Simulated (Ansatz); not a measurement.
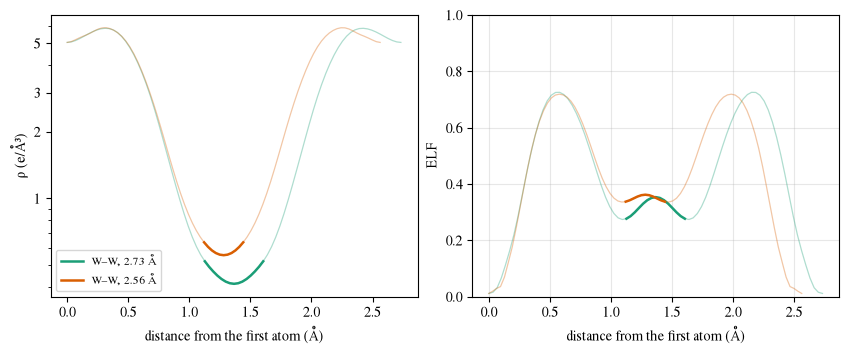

Figure 1: W. Valence electron density and electron localisation function along straight lines between neighbouring atoms. Thin, pale parts lie inside the atomic spheres.

Space group R-3m; changed on purpose from its base cell (equal engineering shear yz, xz and xy -0.0467, equal normal strain along x, y and z -0.0100); computed pressure about 13 GPa in this cell; PAW files of the earlier set (soft_1).

The calculation used DFT LDA, scalar-relativistic, plane waves, PAW (Ansatz 0.2.0).

In a PAW calculation such maps are meaningful between the atoms, not at the nuclei.

Input

```
crystal:
  lattice:
    - [-1.6256264961, 1.552397252, 1.552397252]
    - [1.552397252, -1.6256264961, 1.552397252]
    - [1.552397252, 1.552397252, -1.6256264961]
  atoms:
    - { symbol: W, position: [0.0, 0.0, 0.0] }
basis:
  ecutwfc: 420
kpoints:
  mp_grid: { grid: [20, 20, 20] }
hamiltonian:
  xc: lda
  pseudopotentials: { kind: paw, azcp: { folder: soft_1 } }
scf:
  occupations: { method: gaussian, width: 0.15 }
output:
  forces: true
  stress: true
  eigenvalues: true
  write_density: true
  write_potential: true
  elf: true
  volumetric_format: npy
```

Command:

```sh
ansatz run input.yaml --threads 1 --pin off --max-ram 2048MiB --backend cpu --events-out ev --progress --plain --runs-dir out
```

Below, planes, directions and counts refer to the conventional cell (a = 4.49 Å, b = 4.49 Å, c = 2.56 Å, α = 90.00°, β = 90.00°, γ = 120.00°).

**What can be read from the curves?**

W–W (2.73 Å): the density is about 0.41 e/Å³ at the midpoint; the ELF is about 0.35 at the midpoint.
W–W (2.56 Å): ρ is about 0.56 e/Å³ halfway; the ELF is about 0.35 at the midpoint.
